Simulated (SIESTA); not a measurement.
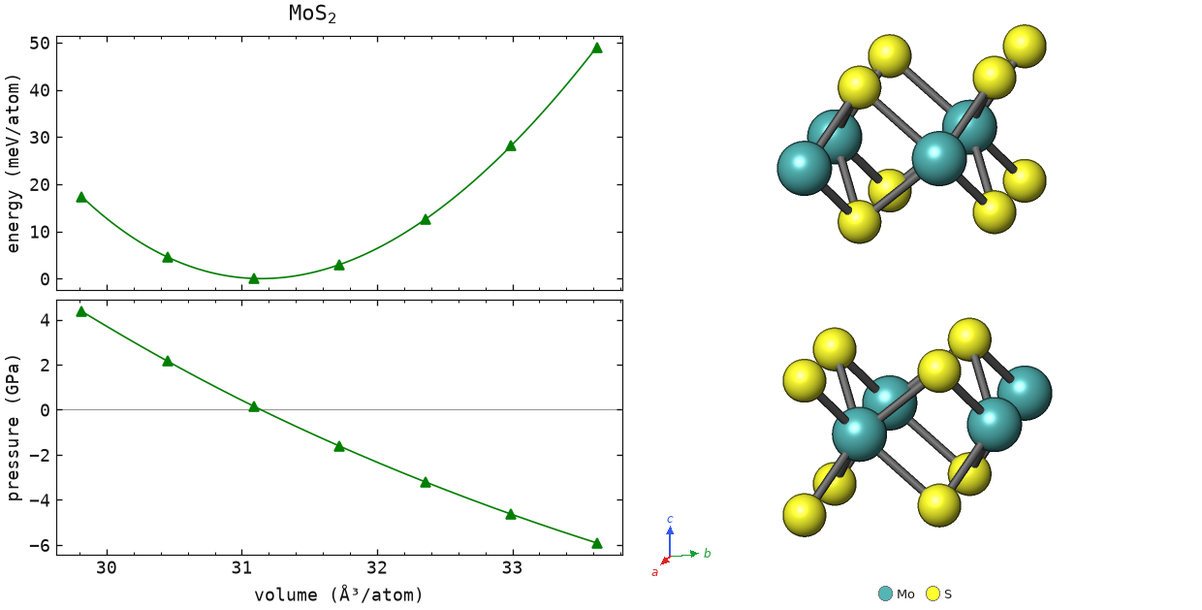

**Figure.** Energy and pressure against volume for MoS₂, space group P-3m1 (No. 164). The slab (repeated in the plane, vacuum cut away) is drawn beside the plot.

A third-order Birch–Murnaghan fit gives V0 = 31.14 Å³/atom, B0 = 91.1 GPa and B′ = 4.3. The energy is 17.33 meV/atom at volume 29.82 Å³/atom and 49.02 meV/atom at 33.62 Å³/atom; the lowest computed point is at volume 31.09 Å³/atom (0.03 meV/atom), and no other minimum shows. The pressure falls from 4.36 GPa at volume 29.82 Å³/atom to −5.91 GPa at 33.62 Å³/atom, and changes sign near 31.14 Å³/atom.

How it was computed, with SIESTA 5.4.2: DFT in numerical atomic orbitals with pseudopotentials, no spin polarisation; energies at scaled volumes of the given cell, shape and fractions fixed, counted from the fit's minimum, third-order Birch-Murnaghan fit. Level: LDA.

- k mesh: 10×10×2
- occupations: Fermi–Dirac
- smearing width: 0.05 eV
- potentials: PseudoDojo 0.4 standard, converted to PSML, two zetas on semicore shells
- program settings: basis DZP, mesh cutoff 800 Ry

Cell as given: a = 3.185 Å, b = 3.185 Å, c = 21.671 Å, α = 90.00°, β = 90.00°, γ = 120.00°; 6 atoms.

Limits of the calculation: mulliken charges of long orbitals; shape and atomic fractions are frozen while scaling, which makes layered, chain and framework solids too stiff.
